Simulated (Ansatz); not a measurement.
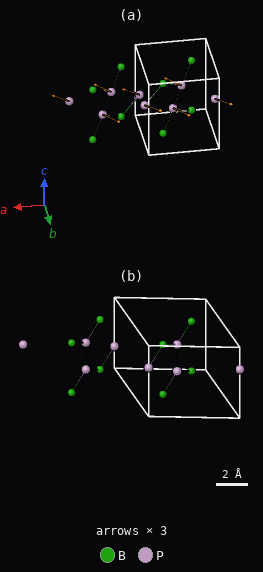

The structure of solid BP (a generated structure, set up in Cmme) before (top) and after (bottom) a relaxation, at one scale. The orange arrows give the displacements (the part carried along by the change of the cell is left out), magnified 3 times.

The picture is a ball-and-stick view of the cell of the calculation, repeated 2 × 1 × 1 with one cell outlined, seen from a free direction.

Computed with DFT PBE, scalar-relativistic, plane waves, PAW in Ansatz. Settings: plane-wave cutoff 420 eV; k-point mesh 8 × 8 × 8; occupations gaussian; smearing width 0.1 eV; no spin polarisation; cell and atoms relaxed; force threshold 0.01 eV/Å; at most 80 steps.

Question: What changed between the two?

Answer: After 23 accepted moves (27 points after the start) the energy has fallen by 0.391 eV per cell of the calculation. The largest force component goes from 0.088 to under 0.0001 eV/Å. The pressure goes from −0.06 to 0.00 GPa. The SCF was repeated 4 times at an unchanged geometry on a basis and grid sized afresh for the cell, which shifted the energy by 66.7 meV per cell of the calculation at most. The largest moves relative to the cell, 0.50 Å, are those of P atoms. By element the largest moves are P 0.50 Å, B 0.01 Å. The drawn cell changes as follows: a = b 4.608 → 5.908 Å (+28.2 %), c 5.544 → 5.568 Å (+0.4 %), γ 91.9° → 113.9°; the volume changes by +51.0 %. Among the contacts that change: P–P 2.639 → 4.951 Å, P–P 2.154 → 2.112 Å, B–P 1.885 → 1.847 Å, B–B 1.629 → 1.651 Å. Bond angles that change, for instance: B–P–B 116.4° → 121.5°, B–P–P 114.5° → 119.2°. The space group (tolerance 0.01 Å) goes from Cmme (No. 67) to Pmmm (No. 47).
